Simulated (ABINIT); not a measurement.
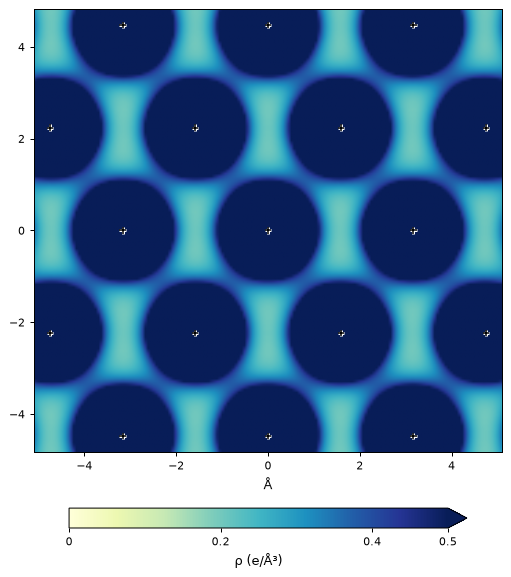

The valence electron density on a plane through atoms (crosses mark nuclei in the plane).

Computed with ABINIT 10.8.3, Kohn-Sham DFT of a periodic cell, PBE, JTH PAW PBE v2.0.

Candidates:
A. Pt, a = 3.17 Å, b = 3.17 Å, c = 3.17 Å, α = 90.00°, β = 90.00°, γ = 90.00°. Space group Im-3m; a structure from a database of computed crystals, not necessarily the ambient phase.
B. GaAs, a = 4.00 Å, b = 4.00 Å, c = 5.71 Å, α = 90.00°, β = 90.00°, γ = 90.00°. Space group I-4m2; computed pressure about 2 GPa in this cell.
C. PbSe, a = 4.16 Å, b = 4.16 Å, c = 6.12 Å, α = 90.00°, β = 90.00°, γ = 90.00°. Space group I4/mmm; computed pressure about 8 GPa in this cell.

Q: Which candidate gave the map?

A: Candidate A: Pt on the (101̄) plane of the conventional cell, which holds Pt. Pt–Pt (2.74 Å): ρ is about 0.38 e/Å³ halfway.
